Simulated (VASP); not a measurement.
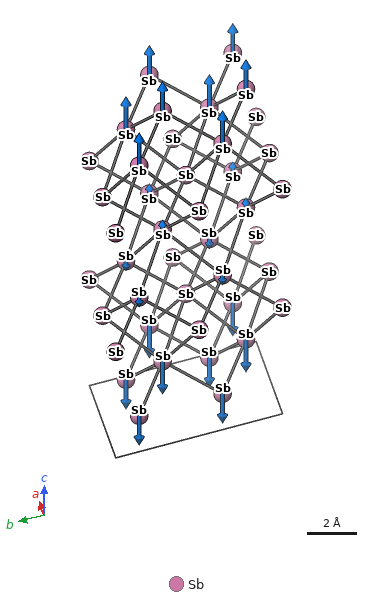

A relaxation of a slab of composition Sb. The starting structure is drawn; blue arrows show the displacements, 20 times their true length.

The picture is a ball-and-stick view of the 2 × 2 repeat of the cell, outlined in the plane, without the vacuum, seen from a free direction.

The run lets the atoms move in a fixed cell.

These are results of Kohn-Sham DFT of a periodic cell, PBE with D3(BJ), VASP PAW PBE potentials, recommended (VASP 6.6.1), not measurements.

Input
```
SYSTEM = Sb
PREC     = Accurate       ! precision mode
ENCUT    = 520            ! plane-wave cutoff, eV
EDIFF    = 1E-6           ! SCF threshold, eV
ISMEAR   = 1              ! smearing method
SIGMA    = 0.1            ! smearing width, eV
LREAL    = .False.        ! projectors in reciprocal space
LASPH    = .True.         ! aspherical terms in the spheres
NELM     = 80             ! most SCF steps
ALGO     = Normal         ! electronic algorithm
ISIF     = 2              ! what is computed and relaxed
LWAVE    = .False.        ! write WAVECAR
LCHARG   = .False.        ! write CHGCAR
LDIPOL   = .True.       
IDIPOL   = 3            
DIPOL    = 0.5 0.5 0.500
GGA      = PE             ! functional
IVDW     = 12             ! dispersion correction
IBRION   = 2              ! ionic algorithm
NSW      = 80             ! ionic steps
EDIFFG   = -0.02          ! ionic threshold
KPAR     = 2
```

Run as
```bash
cat potpaw_PBE.64/Sb/POTCAR > POTCAR
mpirun -np 2 vasp_std > vasp.out
```

Describe the change and its energy.

The largest moves relative to the layer's centre, 0.074 Å, are those of Sb atoms. The cell stays as it was. Among the contacts that change: Sb–Sb 3.275 → 3.323 Å, Sb–Sb 2.937 → 2.925 Å. Over 11 geometry steps the energy falls by 9.5 meV per cell of the calculation. Largest force component: 0.18 eV/Å at the start, 0.015 eV/Å at the end.
